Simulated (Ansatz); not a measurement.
Al₄Ga₁₃N₁₅ (cell charge −2, with a compensating background) (cell with a defect)

The calculation's input:

```
crystal:
  lattice:
    - [-4.4676279096, 4.4676279096, 4.4676279096]
    - [4.4676279096, -4.4676279096, 4.4676279096]
    - [4.4676279096, 4.4676279096, -4.4676279096]
  atoms:
    - { symbol: Al, position: [-0.0063586899, -0.0063586899, -0.0072731224] }
    - { symbol: Al, position: [0.5, 0.5, 0.0373885913] }
    - { symbol: Al, position: [0.5, 0.0063586899, 0.4990855675] }
    - { symbol: Al, position: [0.0063586899, 0.5, 0.4990855675] }
    - { symbol: Ga, position: [0.2136304063, 0.2136304063, 0.4680984839] }
    - { symbol: Ga, position: [0.7514326655, 0.7514326655, 0.5092258883] }
    - { symbol: Ga, position: [0.7530721901, 0.2595255087, 0.00175843] }
    - { symbol: Ga, position: [0.2595255087, 0.7530721901, 0.00175843] }
    - { symbol: Ga, position: [0.2485673345, 0.5, 0.2577932228] }
    - { symbol: Ga, position: [0.7404744913, -0.0064533185, 0.2422329213] }
    - { symbol: Ga, position: [0.7863695937, 0.5, 0.7544680776] }
    - { symbol: Ga, position: [0.2469278099, 0.0064533185, 0.7486862399] }
    - { symbol: Ga, position: [0.5, 0.2485673345, 0.2577932228] }
    - { symbol: Ga, position: [-0.0064533185, 0.7404744913, 0.2422329213] }
    - { symbol: Ga, position: [0.0064533185, 0.2469278099, 0.7486862399] }
    - { symbol: Ga, position: [0.5, 0.7863695937, 0.7544680776] }
    - { symbol: Ga, position: [0.5, 0.5, 0.7432555486] }
    - { symbol: "N", position: [-0.0005862303, -0.0005862303, 0.7550246251] }
    - { symbol: "N", position: [0.0005862303, 0.5, 0.2556108554] }
    - { symbol: "N", position: [0.5, 0.0005862303, 0.2556108554] }
    - { symbol: "N", position: [0.5, 0.7628809723, 0.4924843681] }
    - { symbol: "N", position: [-0.0192150752, 0.2446612218, 0.4899895732] }
    - { symbol: "N", position: [0.0192150752, 0.763876297, 0.0092046483] }
    - { symbol: "N", position: [0.5, 0.2501849235, 0.0071923339] }
    - { symbol: "N", position: [0.7628809723, 0.5, 0.4924843681] }
    - { symbol: "N", position: [0.2446612218, -0.0192150752, 0.4899895732] }
    - { symbol: "N", position: [0.2501849235, 0.5, 0.0071923339] }
    - { symbol: "N", position: [0.763876297, 0.0192150752, 0.0092046483] }
    - { symbol: "N", position: [0.2371190277, 0.2371190277, 0.2296033958] }
    - { symbol: "N", position: [0.7498150765, 0.7498150765, 0.2570074104] }
    - { symbol: "N", position: [0.7553387782, 0.236123703, 0.7453283514] }
    - { symbol: "N", position: [0.236123703, 0.7553387782, 0.7453283514] }
  host:
    lattice:
      - [4.4676279096, 0.0, 0.0]
      - [0.0, 4.4676279096, 0.0]
      - [0.0, 0.0, 4.4676279096]
    atoms:
      - { symbol: Al, position: [0.0, 0.0, 0.0] }
      - { symbol: Ga, position: [0.5, 0.5, 0.0] }
      - { symbol: Ga, position: [0.5, 0.0, 0.5] }
      - { symbol: Ga, position: [0.0, 0.5, 0.5] }
      - { symbol: "N", position: [0.7550309218, 0.7550309218, 0.2449690782] }
      - { symbol: "N", position: [0.7550309218, 0.2449690782, 0.7550309218] }
      - { symbol: "N", position: [0.2449690782, 0.7550309218, 0.7550309218] }
      - { symbol: "N", position: [0.2449690782, 0.2449690782, 0.2449690782] }
total_charge: -2
basis:
  ecutwfc: 420
  xc_grid: 2
kpoints:
  mp_grid: { grid: [2, 2, 2], shift: [0.5, 0.5, 0.5] }
hamiltonian:
  xc: pbesol
scf:
  occupations: { method: gaussian, width: 0.01 }
output:
  forces: true
  stress: false
  eigenvalues: true
  charged_corrections:
    defect_position: [0.5, 0.5, 0.75503092]
    epsilon: [[9.9239, 0.0, 0.0], [0.0, 9.9239, 0.0], [0.0, 0.0, 9.9239]]
  write_density: true
  write_potential: true
  elf: true
  volumetric_format: npy
relax:
  adjacent_minimum: "off"
  f_tol: 0.025
  max_steps: 45
```

Command:

```sh
ansatz run input.yaml --threads 4 --pin off --max-ram 10240MiB --backend cpu --events-out ev --progress --plain --runs-dir out
```

The fields are those of the run's last geometry, not of the input's.

Level of theory: DFT PBEsol, scalar-relativistic, plane waves, PAW (Ansatz 0.2.0).

In a PAW calculation such maps are meaningful between the atoms, not at the nuclei.

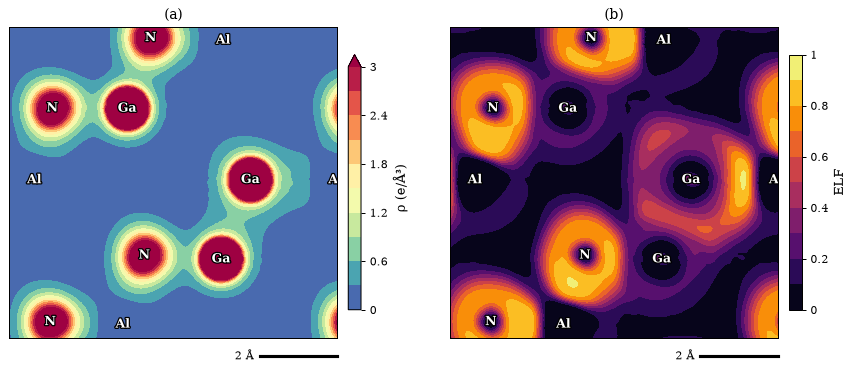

Figure 1. (a) valence electron density; (b) electron localisation function on the (11̄0) plane of the calculation cell.

Read the bonding off the picture.

Answer.
- The section cuts through Al, Ga and N sites.
- Al–N (1.85 Å): ρ at the midpoint is about 0.74 e/Å³; the ELF peaks at about 0.90 between the atoms, as expected for a shared but strongly polarised pair.
- Ga–N (1.91 Å): ρ is about 0.8 e/Å³ halfway; the ELF peaks at about 0.85 in the valence shell of N, 0.6 Å from its nucleus, and is about 0.45 at the midpoint.
- Ga–Ga (2.17 Å): ρ at the midpoint is about 0.65 e/Å³; the ELF reaches about 0.55 near the midpoint.
- Al–N (1.90 Å): ρ at the midpoint is about 0.69 e/Å³; the ELF peaks at about 0.90 between the atoms, as expected for a shared but strongly polarised pair.
- Ga–N (1.97 Å): ρ is about 0.71 e/Å³ halfway; the ELF peaks at about 0.85 in the valence shell of N, 0.6 Å from its nucleus, and is about 0.45 at the midpoint.
- Between the atoms the lowest density in this plane is 0.01 e/Å³.

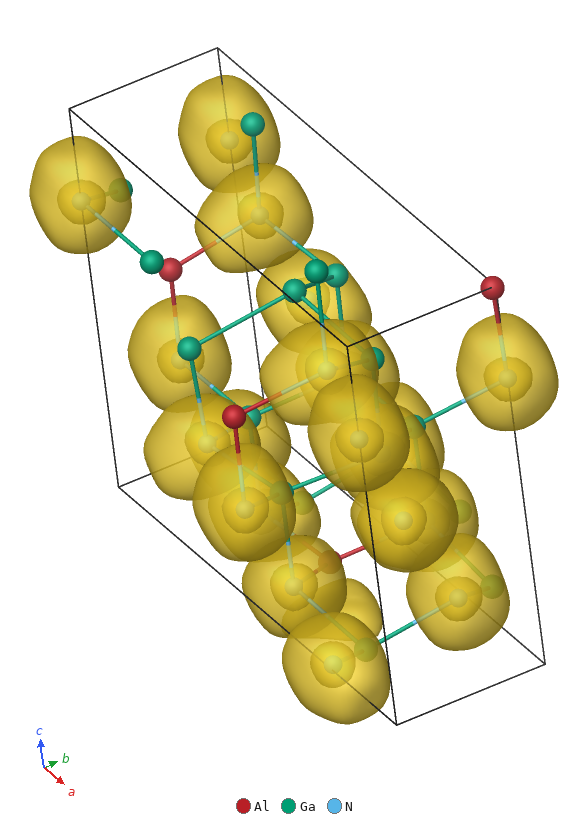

Figure 2. Isosurface of the ELF at 0.65 (yellow), seen slightly off an axis. Core shells and regions of very low density are left out. Sticks mark near contacts.

Where are the electrons localised?

Answer. The ELF exceeds this value in 15 regions on N in which the atom's valence shell and bonds are merged and one pocket between the atoms, centred on no nucleus (multi-centre or interstitial), counted in one cell of 32 atoms. Any copies at cell faces, edges or corners count once.

Metal or insulator at this level of theory?

Answer. It is gapped, with a Kohn–Sham gap of 1.3 eV on the k-point mesh, an upper bound to the gap of this method.
